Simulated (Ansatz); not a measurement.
## Two runs on Al$_{16}$Cu

System: Al$_{16}$Cu (slab, 17 atoms in the cell).
Method of run A: DFT PBE+D3(BJ), scalar-relativistic, plane waves, PAW, no spin polarisation (Ansatz 0.2.0).

The structure derives from an entry of the Crystallography Open Database. Text and figures count atoms from 1; the logs count them from 0 in places.

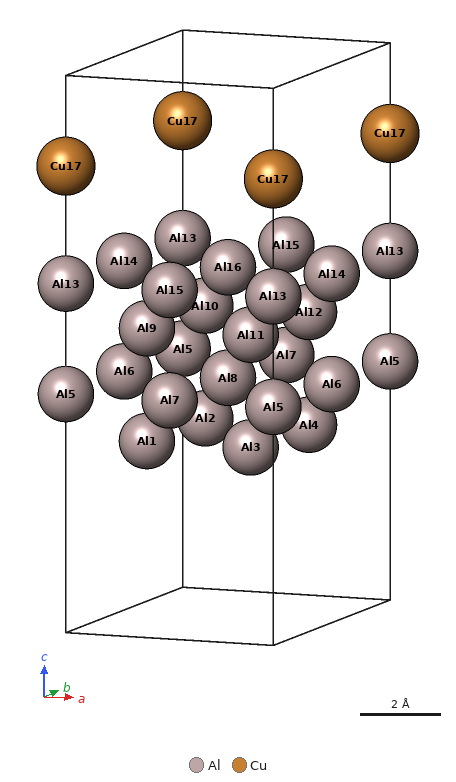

The input geometry (spheres-only view of the cell of the calculation, with the vacuum cut short, seen slightly off an axis; atoms are numbered from 1 in the order of the input).

**Input file, run A**
```yaml
crystal:
  lattice:
    - [5.6324246412, 0.0, 0.0]
    - [0.0, 7.9654513166, 0.0]
    - [0.0, 0.0, 21.2293510975]
  atoms:
    - { symbol: Al, position: [0.25, 0.25, 0.1884183827] }
    - { symbol: Al, position: [0.25, 0.75, 0.1884183827] }
    - { symbol: Al, position: [0.75, 0.25, 0.1884183827] }
    - { symbol: Al, position: [0.75, 0.75, 0.1884183827] }
    - { symbol: Al, position: [0.0, 0.0, 0.2547466541] }
    - { symbol: Al, position: [0.0, 0.5, 0.2547466541] }
    - { symbol: Al, position: [0.5, 0.0, 0.2547466541] }
    - { symbol: Al, position: [0.5, 0.5, 0.2547466541] }
    - { symbol: Al, position: [0.25, 0.25, 0.3240951258] }
    - { symbol: Al, position: [0.25, 0.75, 0.3240951258] }
    - { symbol: Al, position: [0.75, 0.25, 0.3240951258] }
    - { symbol: Al, position: [0.75, 0.75, 0.3240951258] }
    - { symbol: Al, position: [0.0, 0.0, 0.3876402562] }
    - { symbol: Al, position: [0.0, 0.5, 0.3876402562] }
    - { symbol: Al, position: [0.5, 0.0, 0.3876402562] }
    - { symbol: Al, position: [0.5, 0.5, 0.3876402562] }
    - { symbol: Cu, position: [0.0, 0.0, 0.5289540432] }
basis:
  ecutwfc: 420
kpoints:
  mp_grid: { grid: [5, 4, 1] }
hamiltonian:
  xc: pbe
  dispersion: d3bj
scf:
  occupations: { method: gaussian, width: 0.1 }
output:
  forces: true
  eigenvalues: true
efield:
  axis: 3
  dipole_correction: true
  ramp_width: 0.04
```

Launched with:
```bash
ansatz run input.yaml --threads 1 --pin off --max-ram 3072MiB --backend cpu --events-out ev --progress --plain --runs-dir out
```

Hardware: 1 thread of Intel Xeon (Sapphire Rapids), 16 GiB of memory available, shared host.

**Output, shortened to warnings, some set-up lines, iterations and results (run A)**
```
Basis set: ecut = 420 eV, 18655 PW (Γ), exchange–correlation on 80×108×288 points (8 copies of the dense FFT grid, shifted against one another)
Symmetry: 4 space group operations
k-points: 9 of 20
Initial density: superposition of atomic densities (neutral atoms: chi_scale 0, normalization atom), corrected by the library's trained network
[...]
SCF iter   1: F=—  HF=-15221.230438 eV  |F-HF|=—  |Δ(HF+E_count)|=         —  Δρ=3.02e-3  dr2=1.14e0  ethr=1.77e-3  p=0.077 e·Å  D=1.46e-2 V/Å  ΔV_dip=-0.31 eV  …
SCF iter   2: F=—  HF=-15221.145880 eV  |F-HF|=—  |Δ(HF+E_count)|=   8.46e-2  Δρ=1.65e-3  dr2=8.52e-2  ethr=1.70e-3  p=0.006 e·Å  D=1.17e-3 V/Å  ΔV_dip=-0.02 eV  …
SCF iter   3: F=—  HF=-15221.180905 eV  |F-HF|=—  |Δ(HF+E_count)|=   3.50e-2  Δρ=6.42e-3  dr2=2.60e-1  ethr=1.27e-4  p=-0.019 e·Å  D=-3.54e-3 V/Å  ΔV_dip=0.08 eV  …
SCF iter   4: F=—  HF=-15221.154512 eV  |F-HF|=—  |Δ(HF+E_count)|=   2.64e-2  Δρ=3.29e-3  dr2=6.64e-2  ethr=1.27e-4  p=-0.029 e·Å  D=-5.42e-3 V/Å  ΔV_dip=0.12 eV  …
SCF iter   5: F=—  HF=-15221.142206 eV  |F-HF|=—  |Δ(HF+E_count)|=   1.23e-2  Δρ=1.04e-3  dr2=7.14e-3  ethr=9.91e-5  p=-0.031 e·Å  D=-5.87e-3 V/Å  ΔV_dip=0.12 eV  …
SCF iter   6: F=—  HF=-15221.141356 eV  |F-HF|=—  |Δ(HF+E_count)|=   8.50e-4  Δρ=2.75e-4  dr2=5.81e-4  ethr=1.07e-5  p=-0.034 e·Å  D=-6.50e-3 V/Å  ΔV_dip=0.14 eV  …
SCF iter   7: F=—  HF=-15221.141285 eV  |F-HF|=—  |Δ(HF+E_count)|=   7.09e-5  Δρ=1.25e-5  dr2=2.95e-6  ethr=8.68e-7  p=-0.036 e·Å  D=-6.92e-3 V/Å  ΔV_dip=0.15 eV  …
SCF iter   8: F=—  HF=-15221.141872 eV  |F-HF|=—  |Δ(HF+E_count)|=   5.88e-4  Δρ=4.43e-6  dr2=6.91e-7  ethr=4.40e-9  p=-0.037 e·Å  D=-7.00e-3 V/Å  ΔV_dip=0.15 eV  …
SCF iter   9: F=-15221.141873 eV  HF=-15221.141873 eV  |F-HF|=5.70e-8  |Δ(HF+E_count)|=   1.61e-7  Δρ=2.71e-6  dr2=8.94e-8  ethr=1.49e-10  p=-0.037 e·Å  D=-7.03e-3 V/Å  …
SCF 1 converged in 9 iterations: F = -15221.141873 eV  dr2 = 8.94e-8
SCF converged after 9 iterations
Free energy (F): -15221.141873 eV
Harris-Foulkes:  -15221.141873 eV  (|F-HF|=5.70e-8)
Internal energy: -15221.089393 eV  (E = F + TS)
E sigma→0 (E₀):  -15221.115633 eV
Entropy (-TS):   -0.052479 eV (-3.087 meV/atom)
Fermi energy:    -0.475757 eV
Dipole field:    D = -0.007012 V/Å  (p = -0.036907 e·Å, saw-weighted, corrected)
Work function:   Φ+ = 4.2006 eV   Φ− = 4.0518 eV
Levels:          The Fermi level and band energies are counted from a zero that moves with the ramp; work functions are not
--- Per-component energies (eV) ---
  E_band       = -866.363872
  E_kinetic    = 642.471904
  E_local      = -17688.320366  (includes V_loc(G=0)·N_el)
  E_nonlocal   = 575.387212
  E_hartree    = 8348.340082
  E_xc         = -706.851180
  E_vxc        = -553.679340  (∫ρ·V_xc dr)
  E_paw        = -9155.403061  (= ΣΔE_a)
  E_vpaw       = -538.910132  (= ΣTr[D̂ρ^β])
  E_aug_tail   = 0.000248  (compensation charges beyond the density's cutoff)
  E_efield     = 0.000129  (sawtooth field / dipole correction)
  E_vefield    = -0.018057  (∫n·V_field dr)
  E_ewald      = 2766.846823
  E_disp       = -3.561183  (pairwise vdW)
  E_smearing   = -0.052479  (= −TS)
  E_closure    = -0.000000  (closes the sum)
  Σ components = -15221.141873   (vs F -15221.141873, Δ=0.00e0)
--- Forces (eV/Å), atoms counted from 1 ---
  atom   1  Al    -0.00291590     0.00467672     0.17305920
  atom   2  Al    -0.00291590    -0.00467672     0.17305920
  atom   3  Al     0.00291590     0.00467672     0.17305920
  atom   4  Al     0.00291590    -0.00467672     0.17305920
  atom   5  Al     0.00000000     0.00000000    -0.17653325
  atom   6  Al     0.00000000     0.00000000    -0.08966044
  atom   7  Al     0.00000000     0.00000000    -0.11028306
  atom   8  Al     0.00000000     0.00000000    -0.08106060
  atom   9  Al     0.05129993    -0.03879382    -0.04827234
  atom  10  Al     0.05129993     0.03879382    -0.04827234
  atom  11  Al    -0.05129993    -0.03879382    -0.04827234
  atom  12  Al    -0.05129993     0.03879382    -0.04827234
  atom  13  Al     0.00000000     0.00000000     1.12924147
  atom  14  Al     0.00000000     0.00000000     0.04021605
  atom  15  Al     0.00000000     0.00000000     0.03283835
  atom  16  Al     0.00000000     0.00000000    -0.01499274
  atom  17  Cu     0.00000000     0.00000000    -1.22898984
  max |Σ_I F_I| component: 7.66e-5 eV/Å
```

The input of run B differs as follows (lines with − go, lines with + come):
```diff
-    - { symbol: Cu, position: [0.0, 0.0, 0.5289540432] }
+    - { symbol: Cu, position: [0.1666666667, 0.0, 0.5289540432] }
```

How does run B compare with run A?

With the same functional and potentials, run B lies 3.6 meV per atom higher. The largest force goes from 1.229 to 1.255 eV/Å. The work function goes from 4.20 to 4.24 eV. The SCF takes 11 iterations against 9.

**Output, shortened to warnings, some set-up lines, iterations and results (run B)**
```
Basis set: ecut = 420 eV, 18655 PW (Γ), exchange–correlation on 80×108×288 points (8 copies of the dense FFT grid, shifted against one another)
Symmetry: 2 space group operations
k-points: 9 of 20 (time reversal used)
Initial density: superposition of atomic densities (neutral atoms: chi_scale 0, normalization atom), corrected by the library's trained network
[...]
SCF iter   1: F=—  HF=-15221.187841 eV  |F-HF|=—  |Δ(HF+E_count)|=         —  Δρ=3.32e-3  dr2=1.40e0  ethr=1.77e-3  p=0.083 e·Å  D=1.58e-2 V/Å  ΔV_dip=-0.33 eV  …
SCF iter   2: F=—  HF=-15221.088719 eV  |F-HF|=—  |Δ(HF+E_count)|=   9.91e-2  Δρ=2.73e-3  dr2=1.38e-1  ethr=1.77e-3  p=-0.002 e·Å  D=-4.32e-4 V/Å  ΔV_dip=0.01 eV  …
SCF iter   3: F=—  HF=-15221.157397 eV  |F-HF|=—  |Δ(HF+E_count)|=   6.87e-2  Δρ=9.82e-3  dr2=6.33e-1  ethr=2.05e-4  p=-0.019 e·Å  D=-3.59e-3 V/Å  ΔV_dip=0.08 eV  …
SCF iter   4: F=—  HF=-15221.089383 eV  |F-HF|=—  |Δ(HF+E_count)|=   6.80e-2  Δρ=2.80e-3  dr2=7.53e-2  ethr=2.05e-4  p=-0.022 e·Å  D=-4.12e-3 V/Å  ΔV_dip=0.09 eV  …
SCF iter   5: F=—  HF=-15221.079971 eV  |F-HF|=—  |Δ(HF+E_count)|=   9.41e-3  Δρ=7.81e-4  dr2=7.28e-3  ethr=1.12e-4  p=-0.035 e·Å  D=-6.62e-3 V/Å  ΔV_dip=0.14 eV  …
SCF iter   6: F=—  HF=-15221.079508 eV  |F-HF|=—  |Δ(HF+E_count)|=   4.64e-4  Δρ=3.22e-4  dr2=9.15e-4  ethr=1.09e-5  p=-0.042 e·Å  D=-7.98e-3 V/Å  ΔV_dip=0.17 eV  …
SCF iter   7: F=—  HF=-15221.079451 eV  |F-HF|=—  |Δ(HF+E_count)|=   5.71e-5  Δρ=4.24e-5  dr2=2.37e-5  ethr=1.37e-6  p=-0.046 e·Å  D=-8.79e-3 V/Å  ΔV_dip=0.19 eV  …
SCF iter   8: F=—  HF=-15221.080038 eV  |F-HF|=—  |Δ(HF+E_count)|=   5.87e-4  Δρ=2.18e-5  dr2=7.83e-6  ethr=3.54e-8  p=-0.047 e·Å  D=-8.92e-3 V/Å  ΔV_dip=0.19 eV  …
SCF iter   9: F=—  HF=-15221.080038 eV  |F-HF|=—  |Δ(HF+E_count)|=   1.20e-7  Δρ=9.84e-6  dr2=1.72e-6  ethr=1.17e-8  p=-0.047 e·Å  D=-8.98e-3 V/Å  ΔV_dip=0.19 eV  …
SCF iter  10: F=—  HF=-15221.080038 eV  |F-HF|=—  |Δ(HF+E_count)|=   3.33e-8  Δρ=2.58e-6  dr2=1.34e-7  ethr=2.57e-9  p=-0.047 e·Å  D=-9.00e-3 V/Å  ΔV_dip=0.19 eV  …
SCF iter  11: F=-15221.080038 eV  HF=-15221.080038 eV  |F-HF|=2.49e-8  |Δ(HF+E_count)|=  9.11e-10  Δρ=1.49e-6  dr2=2.47e-8  ethr=1.49e-10  p=-0.047 e·Å  D=-9.01e-3 V/Å  …
SCF 1 converged in 11 iterations: F = -15221.080038 eV  dr2 = 2.47e-8
SCF converged after 11 iterations
Free energy (F): -15221.080038 eV
Harris-Foulkes:  -15221.080038 eV  (|F-HF|=2.49e-8)
Internal energy: -15221.020312 eV  (E = F + TS)
E sigma→0 (E₀):  -15221.050175 eV
Entropy (-TS):   -0.059726 eV (-3.513 meV/atom)
Fermi energy:    -0.484788 eV
Dipole field:    D = -0.008997 V/Å  (p = -0.047359 e·Å, saw-weighted, corrected)
Work function:   Φ+ = 4.2402 eV   Φ− = 4.0492 eV
Levels:          The Fermi level and band energies are counted from a zero that moves with the ramp; work functions are not
--- Per-component energies (eV) ---
  E_band       = -867.883583
  E_kinetic    = 642.210745
  E_local      = -17684.588492  (includes V_loc(G=0)·N_el)
  E_nonlocal   = 575.514870
  E_hartree    = 8345.797712
  E_xc         = -706.713052
  E_vxc        = -553.497492  (∫ρ·V_xc dr)
  E_paw        = -9155.499803  (= ΣΔE_a)
  E_vpaw       = -539.114392  (= ΣTr[D̂ρ^β])
  E_aug_tail   = 0.000248  (compensation charges beyond the density's cutoff)
  E_efield     = 0.000213  (sawtooth field / dipole correction)
  E_vefield    = -0.023077  (∫n·V_field dr)
  E_ewald      = 2765.824428
  E_disp       = -3.567181  (pairwise vdW)
  E_smearing   = -0.059726  (= −TS)
  E_closure    = -0.000000  (closes the sum)
  Σ components = -15221.080038   (vs F -15221.080038, Δ=0.00e0)
--- Forces (eV/Å), atoms counted from 1 ---
  atom   1  Al    -0.00174051    -0.00683441     0.17440963
  atom   2  Al    -0.00174051     0.00683441     0.17440963
  atom   3  Al     0.01128315     0.00812707     0.17117179
  atom   4  Al     0.01128315    -0.00812707     0.17117179
  atom   5  Al    -0.12105630     0.00000000    -0.16760873
  atom   6  Al    -0.03391226     0.00000000    -0.08550186
  atom   7  Al     0.13111494     0.00000000    -0.13127084
  atom   8  Al     0.01529851     0.00000000    -0.07751348
  atom   9  Al     0.03747684    -0.01715346    -0.04321775
  atom  10  Al     0.03747684     0.01715346    -0.04321775
  atom  11  Al    -0.01995599    -0.05195542    -0.05385789
  atom  12  Al    -0.01995599     0.05195542    -0.05385789
  atom  13  Al     0.04813140     0.00000000     0.89559347
  atom  14  Al     0.00670030     0.00000000     0.03045564
  atom  15  Al    -0.00153720     0.00000000     0.28991736
  atom  16  Al    -0.01280430     0.00000000     0.00141491
  atom  17  Cu    -0.08606616     0.00000000    -1.25252447
  max |Σ_I F_I| component: 2.64e-5 eV/Å
```

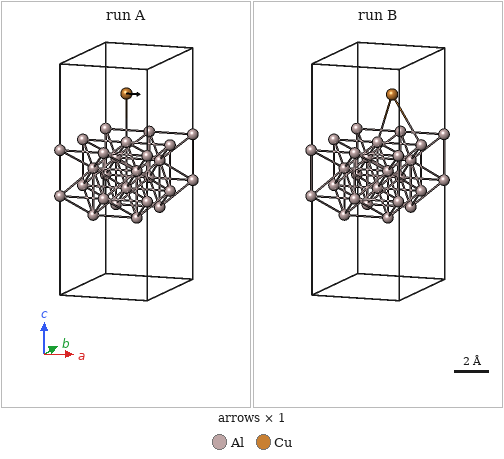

The two input geometries at one scale (ball-and-stick view of the cell of the calculation, with the vacuum cut short (origin shifted), seen slightly off an axis). The black arrows on the first give the shifts of the atoms relative to the cell, at true length. The Cu atom moves most: 0.94 Å. Al stays in place. The cell stays as it was. Among the contacts that change: Al–Cu 4.115 → 3.539 Å, Al–Cu 3.000 → 3.143 Å.

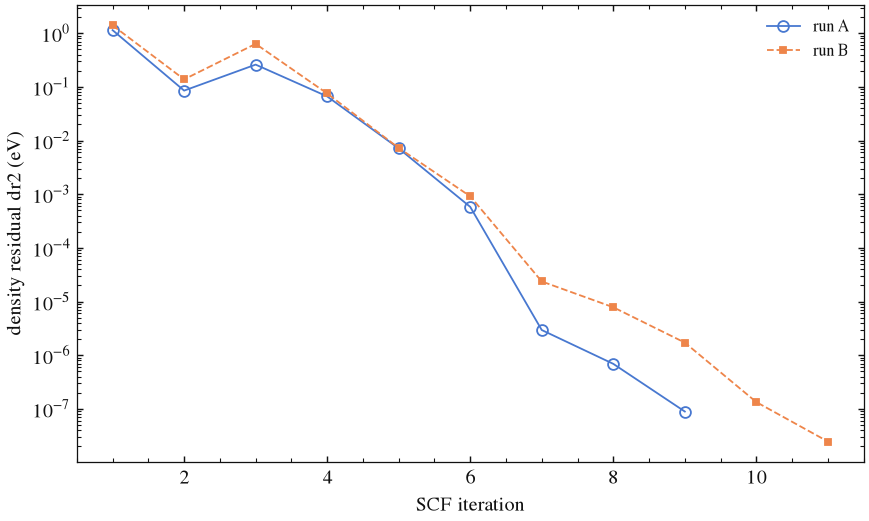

Convergence of the two runs: density residual dr2 against the SCF iteration. Run A takes 9 iterations in all, and run B takes 11.

**The two runs side by side**

```csv
quantity,run A,run B
outcome,converged,converged
free energy per atom (eV),−895.3613,−895.3576
"energy per atom, smearing taken to zero (eV)",−895.3597,−895.3559
gap on the mesh (eV),0.00,0.00
work function (eV),4.20,4.24
largest force (eV/Å),1.229,1.255
SCF iterations,9,11
irreducible k-points,9,9
plane waves at Γ,18655,18655
wall time (shared host),32 s,32 s
```
